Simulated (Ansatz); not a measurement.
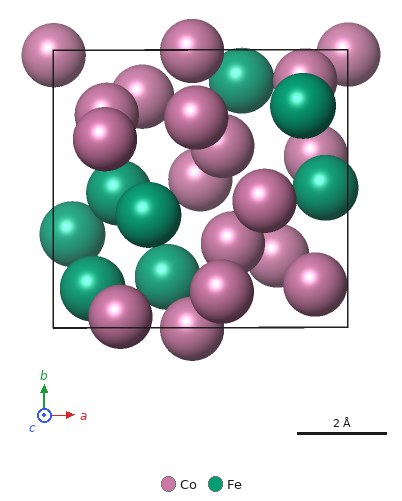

Starting frame of a dynamics run of an amorphous cell of composition FeCo2 (24 atoms in the cell). Style: spheres-only. Shown: the simulation cell, along the c axis.

All numbers below come from Ansatz 0.2.0, DFT PBE, scalar-relativistic, plane waves, PAW.

Input
```yaml
crystal:
  lattice:
    - [6.685024, 0.006599, -0.19647]
    - [0.006599, 6.29341, 0.020057]
    - [-0.19647, 0.020057, 6.445154]
  atoms:
    - { symbol: Co, position: [0.499719178, 0.5342444979, 0.1599145767] }
    - { symbol: Co, position: [0.6101071164, 0.3033768012, 0.5505858541] }
    - { symbol: Co, position: [0.7606252171, 0.259353689, 0.2294390712] }
    - { symbol: Co, position: [0.8554714712, 0.8891728657, 0.5004758415] }
    - { symbol: Co, position: [0.3024777106, 0.8321564018, 0.302298476] }
    - { symbol: Co, position: [0.4856457868, 0.7565361006, 0.8598963196] }
    - { symbol: Co, position: [0.5726404573, 0.1296363415, 0.9090186714] }
    - { symbol: Co, position: [0.8895413074, 0.1542460117, 0.7653696108] }
    - { symbol: Co, position: [0.5740650016, 0.6543887303, 0.5116381949] }
    - { symbol: Co, position: [0.0018660828, 0.9822039377, 0.171059278] }
    - { symbol: Co, position: [0.2282615866, 0.0400154109, 0.8871209531] }
    - { symbol: Co, position: [0.1759203055, 0.6793881573, 0.00426833] }
    - { symbol: Co, position: [0.7173860741, 0.456261169, 0.8965169951] }
    - { symbol: Co, position: [0.4716799964, 0.9962848494, 0.577204577] }
    - { symbol: Co, position: [0.8919375972, 0.61674843, 0.2280428174] }
    - { symbol: Co, position: [0.1821423201, 0.7670852599, 0.6398522104] }
    - { symbol: Fe, position: [0.6401268166, 0.8889796745, 0.1940256113] }
    - { symbol: Fe, position: [0.3234213879, 0.4064672816, 0.767615945] }
    - { symbol: Fe, position: [0.9244139322, 0.5027787555, 0.5999936233] }
    - { symbol: Fe, position: [0.065680169, 0.3377520545, 0.0452080195] }
    - { symbol: Fe, position: [0.1343013114, 0.1414885519, 0.5083978748] }
    - { symbol: Fe, position: [0.2238646286, 0.4868177371, 0.3850654513] }
    - { symbol: Fe, position: [0.8481967549, 0.7977952401, 0.8709173952] }
    - { symbol: Fe, position: [0.3887743262, 0.1829897442, 0.2271780694] }
  symmetry: { detect: false }
basis:
  ecutwfc: 320
  xc_grid: 1
kpoints:
  mp_grid: { grid: [1, 1, 1], shift: [0.25, 0.25, 0.25] }
hamiltonian:
  xc: pbe
scf:
  occupations: { method: fermi_dirac, width: 0.2223 }
  lower_state_search: "off"
  convergence: { dr2_threshold: 1.0e-05 }
output:
  forces: true
  stress: true
md:
  timestep: 3.0
  n_steps: 24
  ensemble: nvt_langevin
  friction: 0.03
  temperature: 2580.0
  initial_velocities: maxwell_boltzmann
  seed: 89960
```

Launched with:
```bash
ansatz run input.yaml --threads 2 --pin off --max-ram 5120MiB --backend cpu --events-out ev --progress --plain --runs-dir out
```

**What does the trajectory do?**

The mean temperature in the second half is 2290 K (standard deviation 207 K). The potential energy is still drifting at the end, so the run hasn't reached equilibrium. The potential energy in the second half lies on average 279 meV per atom above the first frame. The mean pressure there is 9.8 GPa. Root-mean-square distances from the starting positions over the second half, with the common drift of all atoms taken out: Fe 0.34 Å, Co 0.31 Å. The run lasts only 72 fs, too short to tell vibration from diffusion.

Along the run (each row but the first and the last is the mean over the interval that it begins):

| time (fs) | potential energy (meV/atom) | T (K) | p (GPa) |
| --- | --- | --- | --- |
| 0.0 | 0.0 | 2472 | -2.8 |
| 12.0 | 87.8 | 2171 | 1.2 |
| 24.0 | 178.4 | 2071 | 5.7 |
| 36.0 | 233.2 | 2086 | 8.0 |
| 48.0 | 269.7 | 2317 | 9.5 |
| 60.0 | 320.0 | 2402 | 11.3 |
| 72.0 | 335.0 | 2547 | 12.1 |

The paths of the atoms:

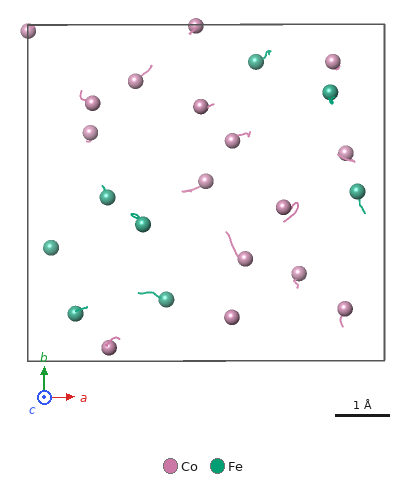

Limits of the set-up: the k-point mesh is coarse for a cell with partly filled bands; the cutoff lies below the recommended one; the periodic images lie only 6.3 Å apart, so the values are limited by the cell's size.

Cost: 5.3 min on 2 threads of AMD EPYC (Zen 3) (shared host), peak memory 0.6 GiB.
